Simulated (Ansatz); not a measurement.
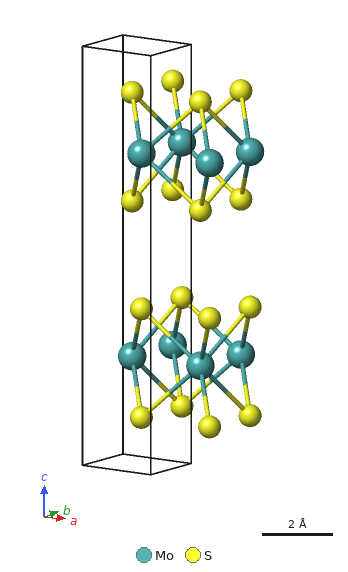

Crystalline MoS2 (built on the 2H (MoS2) bulk type), before the relaxation. The picture is a ball-and-stick view of the cell of the calculation, repeated 2 × 2 × 1 with one cell outlined, seen slightly off an axis.

Level of theory: DFT, r2SCAN+rVV10, plane waves, PAW (Ansatz).

Input
```yaml
crystal:
  lattice:
    - [3.1491490823, 0.0, 0.0]
    - [-1.5745745412, 2.7272431056, 0.0]
    - [0.0, 0.0, 12.0886640261]
  atoms:
    - { symbol: Mo, position: [0.3333333333, 0.6666666667, 0.25] }
    - { symbol: Mo, position: [0.6666666667, 0.3333333333, 0.75] }
    - { symbol: S, position: [0.6666666667, 0.3333333333, 0.3795281458] }
    - { symbol: S, position: [0.6666666667, 0.3333333333, 0.1204718542] }
    - { symbol: S, position: [0.3333333333, 0.6666666667, 0.8795281458] }
    - { symbol: S, position: [0.3333333333, 0.6666666667, 0.6204718542] }
kpoints:
  mp_grid: { grid: [12, 12, 2] }
hamiltonian:
  xc: r2scan
  dispersion: rvv10
scf:
  occupations: { method: fermi_dirac, width: 0.02 }
relax:
  f_tol: 0.005
  cell: {}
```

Launched with:
```bash
ansatz run input.yaml --threads 2 --pin off --max-ram 20275MiB --backend cpu --events-out ev --progress --plain --runs-dir out
```

**Predict the outcome.**

The largest moves relative to the cell, 0.055 Å, are those of S3, S4, S5 and S6. S5 goes along −c. Mo stays in place. The drawn cell changes as follows: a = b 3.149 → 3.173 Å (+0.8 %), c 12.089 → 12.436 Å (+2.9 %); the volume changes by +4.4 %. The space group stays P6_3/mmc (No. 194). After 4 accepted moves (6 points after the start) the energy has fallen by 32.6 meV per cell of the calculation. Largest force component: 0.14 eV/Å at the start, under 0.0001 eV/Å at the end. Pressure: 1.83 GPa at the start and 0.00 GPa at the end. The line search rejected the trial step at point 1 of the run. The SCF was repeated once at an unchanged geometry on a basis and grid sized afresh for the cell, which shifted the energy by 1.2 meV per cell of the calculation at most. Cost: 53 s on 2 threads of AMD EPYC 7R13 Processor (Zen 3), on a shared host, peak memory 1 GiB.

History of the run:

| step | E − E(0), meV/atom | largest force component, eV/Å | pressure, GPa | volume, Å³/atom | note |
| --- | --- | --- | --- | --- | --- |
| 0 | 0.00 | 0.1423 | 1.83 | 17.304 |  |
| 1 | 12.24 | 0.6283 | -0.64 | 19.067 | rejected |
| 2 | -5.19 | 0.0131 | 0.06 | 18.007 |  |
| 3 | -5.25 | 0.0071 | 0.06 | 18.048 |  |
| 4 | -5.24 | 0.0180 | -0.11 | 18.077 |  |
| 5 | -5.25 | 0.0001 | 0.00 | 18.072 |  |
| 6 | -5.44 | 0.0001 | 0.00 | 18.072 | same geometry, new basis |

Final geometry:

```
CELL_PARAMETERS angstrom
3.17302 0.00000 0.00000
-1.58651 2.74792 0.00000
0.00000 0.00000 12.43590
ATOMIC_POSITIONS crystal
Mo 0.33333 0.66667 0.25000
Mo 0.66667 0.33333 0.75000
S 0.66667 0.33333 0.37510
S 0.66667 0.33333 0.12490
S 0.33333 0.66667 0.87510
S 0.33333 0.66667 0.62490
```

The end point in the same view:

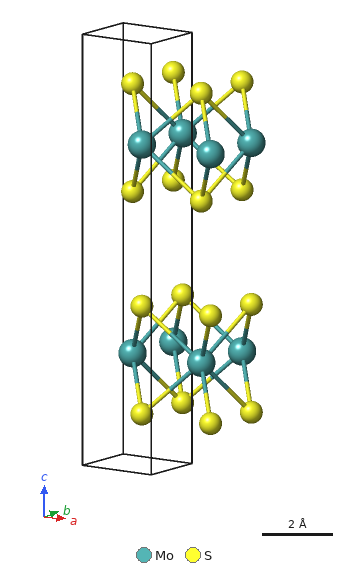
